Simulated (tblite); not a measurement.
Geometry relaxation of C₄H₁₀O

C₄H₁₀O, SMILES CCOCC, computed with GFN2-xTB geometry optimisation, gas phase (tblite 0.8.0).

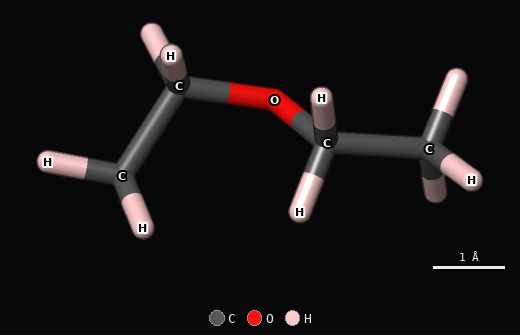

Figure 1. The starting structure (stick view, seen on its broad side). Bond lengths as drawn: C–C 1.51 to 1.52 Å, C–H 1.08 to 1.11 Å and C–O 1.41 to 1.43 Å.

Summary

- outcome: converged
- total energy: −482.2000 eV
- hardware: 1 CPU thread, shared host
- peak memory: 0.82 GiB

The input
```
{"job": {"xc": "GFN2-xTB", "basis": "xTB", "kind": "relax"}, "charge": 0, "multiplicity": 1}
C      2.053600     0.184300    -0.792800
C      1.125600    -0.926100    -0.333100
O     -0.221700    -0.672200    -0.652900
C     -0.866900     0.250200     0.228400
C     -2.318300     0.382300    -0.172800
H      3.088700    -0.084500    -0.641500
H      1.885300     0.400100    -1.858200
H      1.856500     1.120500    -0.243300
H      1.415600    -1.858300    -0.837900
H      1.234800    -1.112100     0.756500
H     -0.379600     1.218500     0.191600
H     -0.815800    -0.145200     1.262900
H     -2.852800     1.076300     0.490900
H     -2.817900    -0.588100    -0.157700
H     -2.391600     0.762300    -1.206600
```

The first line tells a small driver script what to run in tblite; the rest is the geometry in Å.

Launch command:
```bash
OMP_NUM_THREADS=1 python <driver script> task.json out
```

The program's output
```
step      E/eV     max force
  0    -482.15208    0.879
  1    -482.18014    0.253
  2    -482.18393    0.231
  3    -482.18878    0.166
  4    -482.19119    0.108
  5    -482.19274    0.060
  6    -482.19333    0.051
  7    -482.19376    0.060
  8    -482.19409    0.051
  9    -482.19437    0.041
 10    -482.19455    0.038
 11    -482.19455    0.038
 12    -482.19464    0.031
 13    -482.19484    0.030
 14    -482.19490    0.029
 15    -482.19505    0.028
 16    -482.19515    0.029
 17    -482.19528    0.031
 18    -482.19537    0.032
 19    -482.19545    0.031
 20    -482.19553    0.027
 21    -482.19562    0.028
 22    -482.19570    0.026
 23    -482.19577    0.019
 24    -482.19580    0.016
 25    -482.19583    0.018
 26    -482.19587    0.021
 27    -482.19591    0.021
 28    -482.19596    0.019
 29    -482.19601    0.020
 30    -482.19605    0.015
 31    -482.19609    0.019
 32    -482.19614    0.020
 33    -482.19618    0.014
 34    -482.19622    0.018
 35    -482.19627    0.019
 36    -482.19633    0.023
 37    -482.19644    0.032
 38    -482.19657    0.032
 39    -482.19673    0.028
 40    -482.19689    0.029
 41    -482.19707    0.035
 42    -482.19726    0.033
 43    -482.19744    0.034
 44    -482.19758    0.031
 45    -482.19770    0.024
 46    -482.19781    0.027
 47    -482.19791    0.025
 48    -482.19802    0.023
 49    -482.19813    0.023
 50    -482.19825    0.025
 51    -482.19839    0.025
 52    -482.19851    0.020
 53    -482.19858    0.019
 54    -482.19863    0.021
 55    -482.19867    0.018
 56    -482.19872    0.017
 57    -482.19876    0.014
 58    -482.19881    0.017
 59    -482.19886    0.024
 60    -482.19894    0.027
 61    -482.19904    0.026
 62    -482.19916    0.028
 63    -482.19926    0.028
 64    -482.19939    0.028
 65    -482.19955    0.033
 66    -482.19969    0.028
 67    -482.19977    0.018
 68    -482.19980    0.014
 69    -482.19983    0.013
 70    -482.19985    0.009
 71    -482.19987    0.008
 72    -482.19987    0.005
 73    -482.19988    0.006
 74    -482.19988    0.005
 75    -482.19989    0.004
 76    -482.19989    0.004
 77    -482.19989    0.005
 78    -482.19990    0.006
 79    -482.19991    0.006
 80    -482.19991    0.008
 81    -482.19992    0.008
 82    -482.19993    0.008
 83    -482.19994    0.009
 84    -482.19995    0.009
 85    -482.19996    0.009
 86    -482.19998    0.008
 87    -482.19999    0.008
 88    -482.20000    0.008
 89    -482.20000    0.005
 90    -482.20001    0.003
```

Trajectory as extended XYZ (Å, eV, eV/Å), 12 frames, from step=0 to step=90
```
15
Properties=species:S:1:pos:R:3:forces:R:3 step=0 energy=-482.15208
C     2.0536    0.1843   -0.7928   -0.1540   0.8520  -0.1490
C     1.1256   -0.9261   -0.3331    0.0760  -0.2500   0.2150
O    -0.2217   -0.6722   -0.6529   -0.2020   0.1280   0.2970
C    -0.8669    0.2502    0.2284    0.0350  -0.7750   0.0600
C    -2.3183    0.3823   -0.1728   -0.5520   0.2510  -0.5830
H     3.0887   -0.0845   -0.6415    0.1600  -0.0950   0.0210
H     1.8853    0.4001   -1.8582    0.0750  -0.1850   0.3400
H     1.8565    1.1205   -0.2433    0.1080  -0.3910  -0.1520
H     1.4156   -1.8583   -0.8379   -0.2770   0.1110  -0.0720
H     1.2348   -1.1121    0.7565   -0.0320   0.1710  -0.2180
H    -0.3796    1.2185    0.1916    0.1880   0.3160   0.0190
H    -0.8158   -0.1452    1.2629    0.1240   0.1230  -0.1490
H    -2.8528    1.0763    0.4909    0.2630  -0.2670  -0.1860
H    -2.8179   -0.5881   -0.1577    0.1220   0.1230   0.1010
H    -2.3916    0.7623   -1.2066    0.0680  -0.1120   0.4560
15
Properties=species:S:1:pos:R:3:forces:R:3 step=8 energy=-482.19409
C     2.0539    0.2005   -0.7913    0.0110   0.0060  -0.0080
C     1.1223   -0.9206   -0.3302    0.0200   0.0210  -0.0110
O    -0.2324   -0.6824   -0.6347   -0.0030   0.0050   0.0330
C    -0.8693    0.2335    0.2291   -0.0350   0.0140   0.0020
C    -2.3241    0.3767   -0.1896   -0.0250  -0.0010   0.0070
H     3.0906   -0.0891   -0.6384   -0.0340  -0.0170   0.0100
H     1.8919    0.3904   -1.8498    0.0140   0.0200   0.0150
H     1.8665    1.1180   -0.2375    0.0150  -0.0170  -0.0160
H     1.3732   -1.8447   -0.8579   -0.0030  -0.0060  -0.0010
H     1.2419   -1.0883    0.7522    0.0030  -0.0110  -0.0270
H    -0.3764    1.2157    0.1909    0.0050   0.0020  -0.0130
H    -0.8062   -0.1361    1.2662   -0.0040   0.0090   0.0080
H    -2.8326    1.0627    0.4835   -0.0020  -0.0130  -0.0150
H    -2.8182   -0.5910   -0.1546    0.0190   0.0220  -0.0150
H    -2.3856    0.7625   -1.2045    0.0200  -0.0350   0.0320
15
Properties=species:S:1:pos:R:3:forces:R:3 step=16 energy=-482.19515
C     2.0551    0.2013   -0.7928   -0.0120  -0.0140   0.0020
C     1.1212   -0.9185   -0.3337   -0.0010  -0.0090   0.0060
O    -0.2363   -0.6840   -0.6280    0.0090   0.0230  -0.0010
C    -0.8715    0.2365    0.2329   -0.0010   0.0100   0.0160
C    -2.3256    0.3755   -0.1883    0.0080  -0.0020   0.0060
H     3.0878   -0.0984   -0.6361   -0.0100   0.0050   0.0010
H     1.8983    0.3974   -1.8504    0.0070   0.0020  -0.0020
H     1.8711    1.1181   -0.2377    0.0160  -0.0060   0.0040
H     1.3708   -1.8432   -0.8614   -0.0120   0.0050  -0.0260
H     1.2459   -1.0918    0.7463    0.0100   0.0050   0.0140
H    -0.3779    1.2188    0.1893   -0.0060  -0.0140  -0.0110
H    -0.8076   -0.1283    1.2717   -0.0010   0.0090   0.0050
H    -2.8399    1.0605    0.4800   -0.0050   0.0080   0.0010
H    -2.8159   -0.5929   -0.1545    0.0030  -0.0120  -0.0090
H    -2.3801    0.7571   -1.2037   -0.0050  -0.0110  -0.0080
15
Properties=species:S:1:pos:R:3:forces:R:3 step=24 energy=-482.19580
C     2.0574    0.1997   -0.7923   -0.0020  -0.0030   0.0040
C     1.1196   -0.9175   -0.3357   -0.0020  -0.0070   0.0020
O    -0.2387   -0.6793   -0.6205    0.0030   0.0110  -0.0110
C    -0.8731    0.2431    0.2388    0.0010   0.0050  -0.0020
C    -2.3269    0.3723   -0.1871    0.0020   0.0000  -0.0040
H     3.0879   -0.1069   -0.6352    0.0020   0.0010  -0.0050
H     1.9042    0.4010   -1.8495   -0.0020   0.0030   0.0030
H     1.8808    1.1149   -0.2328    0.0030   0.0040   0.0030
H     1.3598   -1.8376   -0.8753    0.0040  -0.0080   0.0000
H     1.2529   -1.0972    0.7424   -0.0030  -0.0090   0.0050
H    -0.3818    1.2255    0.1866   -0.0060   0.0040   0.0020
H    -0.8077   -0.1151    1.2798    0.0030   0.0050  -0.0040
H    -2.8497    1.0584    0.4737    0.0000  -0.0040   0.0030
H    -2.8105   -0.5997   -0.1540    0.0020  -0.0040   0.0130
H    -2.3786    0.7464   -1.2055   -0.0030   0.0020  -0.0090
15
Properties=species:S:1:pos:R:3:forces:R:3 step=32 energy=-482.19614
C     2.0604    0.1974   -0.7886    0.0040   0.0030   0.0010
C     1.1195   -0.9184   -0.3365   -0.0130  -0.0030  -0.0020
O    -0.2364   -0.6692   -0.6230   -0.0150  -0.0040  -0.0130
C    -0.8723    0.2514    0.2369    0.0010   0.0000   0.0010
C    -2.3276    0.3694   -0.1869   -0.0010   0.0000   0.0020
H     3.0909   -0.1110   -0.6382    0.0130  -0.0100   0.0020
H     1.9026    0.4041   -1.8439    0.0000   0.0040  -0.0070
H     1.8882    1.1108   -0.2252   -0.0030   0.0060   0.0150
H     1.3540   -1.8372   -0.8814    0.0060  -0.0010  -0.0030
H     1.2502   -1.1080    0.7402   -0.0010   0.0100   0.0080
H    -0.3881    1.2373    0.1843    0.0040   0.0000  -0.0100
H    -0.8043   -0.1047    1.2781    0.0100  -0.0020   0.0040
H    -2.8540    1.0554    0.4708    0.0000   0.0050   0.0040
H    -2.8041   -0.6057   -0.1453   -0.0030  -0.0060   0.0040
H    -2.3836    0.7365   -1.2077   -0.0050   0.0000  -0.0050
15
Properties=species:S:1:pos:R:3:forces:R:3 step=40 energy=-482.19689
C     2.0681    0.1935   -0.7759    0.0010   0.0090  -0.0080
C     1.1132   -0.9176   -0.3437   -0.0020  -0.0030   0.0070
O    -0.2378   -0.6531   -0.6388    0.0000  -0.0180  -0.0120
C    -0.8703    0.2670    0.2245    0.0150  -0.0050  -0.0150
C    -2.3329    0.3614   -0.1815    0.0120  -0.0060   0.0080
H     3.0957   -0.1327   -0.6423   -0.0010  -0.0040   0.0190
H     1.9056    0.4235   -1.8254    0.0010   0.0250  -0.0140
H     1.9100    1.0948   -0.1891    0.0140   0.0110  -0.0040
H     1.3477   -1.8333   -0.8940   -0.0160  -0.0030   0.0050
H     1.2309   -1.1134    0.7330    0.0100  -0.0200   0.0160
H    -0.3971    1.2571    0.1556   -0.0020   0.0140  -0.0150
H    -0.7768   -0.0800    1.2672   -0.0250   0.0040  -0.0080
H    -2.8619    1.0528    0.4686    0.0120  -0.0040   0.0070
H    -2.7934   -0.6203   -0.1159   -0.0160   0.0070  -0.0010
H    -2.4052    0.7084   -1.2088   -0.0010  -0.0070   0.0150
15
Properties=species:S:1:pos:R:3:forces:R:3 step=49 energy=-482.19813
C     2.0794    0.1906   -0.7565   -0.0020   0.0040  -0.0010
C     1.1064   -0.9171   -0.3532   -0.0010  -0.0060   0.0050
O    -0.2389   -0.6397   -0.6596    0.0010  -0.0170  -0.0110
C    -0.8682    0.2867    0.1985    0.0130  -0.0090  -0.0100
C    -2.3415    0.3484   -0.1723    0.0180   0.0000   0.0030
H     3.0996   -0.1646   -0.6399    0.0030   0.0090   0.0020
H     1.9158    0.4641   -1.7957    0.0030  -0.0130  -0.0080
H     1.9487    1.0764   -0.1396   -0.0070  -0.0070   0.0130
H     1.3358   -1.8293   -0.9112    0.0070   0.0100  -0.0170
H     1.2103   -1.1307    0.7220    0.0090  -0.0050   0.0130
H    -0.4131    1.2831    0.0964   -0.0090  -0.0030   0.0070
H    -0.7485   -0.0391    1.2451   -0.0030   0.0200  -0.0020
H    -2.8593    1.0500    0.4760   -0.0100  -0.0070  -0.0150
H    -2.7876   -0.6373   -0.0701   -0.0060   0.0180   0.0060
H    -2.4433    0.6663   -1.2063   -0.0160   0.0070   0.0150
15
Properties=species:S:1:pos:R:3:forces:R:3 step=57 energy=-482.19876
C     2.0842    0.1893   -0.7450   -0.0050   0.0030   0.0040
C     1.1067   -0.9207   -0.3575   -0.0030   0.0030  -0.0030
O    -0.2382   -0.6410   -0.6662    0.0010  -0.0020  -0.0080
C    -0.8672    0.2947    0.1830    0.0080  -0.0050   0.0020
C    -2.3465    0.3439   -0.1679    0.0090   0.0020   0.0000
H     3.1034   -0.1721   -0.6349   -0.0100   0.0060   0.0040
H     1.9219    0.4770   -1.7810    0.0000   0.0000   0.0120
H     1.9586    1.0649   -0.1125   -0.0110  -0.0010  -0.0090
H     1.3388   -1.8245   -0.9281   -0.0080   0.0000   0.0060
H     1.2079   -1.1458    0.7163   -0.0010  -0.0090  -0.0090
H    -0.4209    1.2929    0.0621   -0.0010  -0.0030  -0.0070
H    -0.7359   -0.0121    1.2334    0.0080   0.0030   0.0100
H    -2.8579    1.0509    0.4795   -0.0010   0.0010  -0.0020
H    -2.7897   -0.6407   -0.0450    0.0100   0.0090  -0.0050
H    -2.4696    0.6514   -1.2026    0.0020  -0.0080   0.0040
15
Properties=species:S:1:pos:R:3:forces:R:3 step=65 energy=-482.19955
C     2.0800    0.1892   -0.7240   -0.0090  -0.0010  -0.0070
C     1.1016   -0.9312   -0.3674    0.0140   0.0090  -0.0010
O    -0.2417   -0.6448   -0.6766    0.0110  -0.0190   0.0010
C    -0.8590    0.3081    0.1623    0.0130  -0.0050  -0.0090
C    -2.3453    0.3402   -0.1585   -0.0050  -0.0090  -0.0080
H     3.1002   -0.1700   -0.6122   -0.0280   0.0080   0.0050
H     1.9250    0.4969   -1.7556    0.0060  -0.0040   0.0130
H     1.9445    1.0535   -0.0767   -0.0010  -0.0310  -0.0120
H     1.3350   -1.8238   -0.9551   -0.0010   0.0200  -0.0010
H     1.1996   -1.1812    0.7016   -0.0160   0.0070  -0.0090
H    -0.4225    1.3042    0.0018    0.0040   0.0250   0.0040
H    -0.6986    0.0314    1.2167   -0.0150   0.0000   0.0100
H    -2.8517    1.0555    0.4835    0.0100   0.0080   0.0060
H    -2.7790   -0.6444   -0.0097    0.0060  -0.0150   0.0140
H    -2.4923    0.6243   -1.1966    0.0110   0.0060  -0.0050
15
Properties=species:S:1:pos:R:3:forces:R:3 step=73 energy=-482.19988
C     2.0769    0.1885   -0.7156    0.0000   0.0010   0.0000
C     1.0988   -0.9349   -0.3726    0.0030   0.0010  -0.0010
O    -0.2434   -0.6457   -0.6814    0.0030  -0.0020  -0.0020
C    -0.8545    0.3152    0.1526    0.0010  -0.0020  -0.0030
C    -2.3435    0.3371   -0.1552   -0.0020   0.0010   0.0010
H     3.0960   -0.1705   -0.6013   -0.0030   0.0000   0.0010
H     1.9269    0.5057   -1.7447    0.0030  -0.0010   0.0030
H     1.9371    1.0449   -0.0603    0.0000   0.0000  -0.0020
H     1.3339   -1.8209   -0.9686   -0.0020   0.0000   0.0000
H     1.1919   -1.1942    0.6945    0.0010   0.0000  -0.0020
H    -0.4237    1.3120   -0.0228    0.0020   0.0010   0.0040
H    -0.6860    0.0512    1.2094   -0.0010  -0.0010  -0.0010
H    -2.8453    1.0575    0.4849   -0.0040   0.0050   0.0000
H    -2.7700   -0.6484    0.0094    0.0010   0.0000   0.0020
H    -2.4996    0.6107   -1.1948   -0.0010  -0.0040   0.0000
15
Properties=species:S:1:pos:R:3:forces:R:3 step=81 energy=-482.19992
C     2.0775    0.1882   -0.7133    0.0020   0.0050  -0.0020
C     1.0977   -0.9350   -0.3748    0.0070   0.0020  -0.0020
O    -0.2439   -0.6441   -0.6845    0.0070   0.0020   0.0010
C    -0.8542    0.3170    0.1499    0.0010  -0.0020   0.0020
C    -2.3441    0.3367   -0.1537    0.0000  -0.0010  -0.0010
H     3.0961   -0.1718   -0.5970   -0.0030  -0.0010   0.0030
H     1.9312    0.5080   -1.7420    0.0000  -0.0020  -0.0030
H     1.9368    1.0436   -0.0569    0.0000   0.0000   0.0010
H     1.3326   -1.8195   -0.9730   -0.0010  -0.0020  -0.0010
H     1.1905   -1.1969    0.6916   -0.0070  -0.0010  -0.0030
H    -0.4236    1.3139   -0.0261   -0.0040  -0.0010   0.0000
H    -0.6838    0.0531    1.2063    0.0020   0.0010   0.0050
H    -2.8452    1.0608    0.4828    0.0020   0.0000   0.0000
H    -2.7681   -0.6486    0.0189   -0.0060   0.0030   0.0010
H    -2.5039    0.6027   -1.1947    0.0010  -0.0020  -0.0010
15
Properties=species:S:1:pos:R:3:forces:R:3 step=90 energy=-482.20001
C     2.0786    0.1890   -0.7131    0.0000   0.0010  -0.0010
C     1.0977   -0.9344   -0.3784    0.0020   0.0010   0.0010
O    -0.2436   -0.6416   -0.6877    0.0020   0.0000   0.0020
C    -0.8544    0.3154    0.1511   -0.0010   0.0000   0.0000
C    -2.3445    0.3363   -0.1521    0.0000   0.0000  -0.0010
H     3.0967   -0.1694   -0.5876   -0.0030  -0.0010   0.0000
H     1.9396    0.5052   -1.7439    0.0000  -0.0010   0.0010
H     1.9316    1.0462   -0.0603    0.0010  -0.0020  -0.0010
H     1.3322   -1.8177   -0.9787    0.0000   0.0010   0.0000
H     1.1886   -1.1994    0.6874    0.0000   0.0000  -0.0010
H    -0.4250    1.3134   -0.0215   -0.0020   0.0000  -0.0010
H    -0.6833    0.0485    1.2067    0.0020  -0.0020  -0.0020
H    -2.8423    1.0690    0.4772   -0.0010  -0.0010  -0.0010
H    -2.7734   -0.6452    0.0303    0.0010   0.0030   0.0000
H    -2.5030    0.5926   -1.1958    0.0010   0.0000   0.0030
```
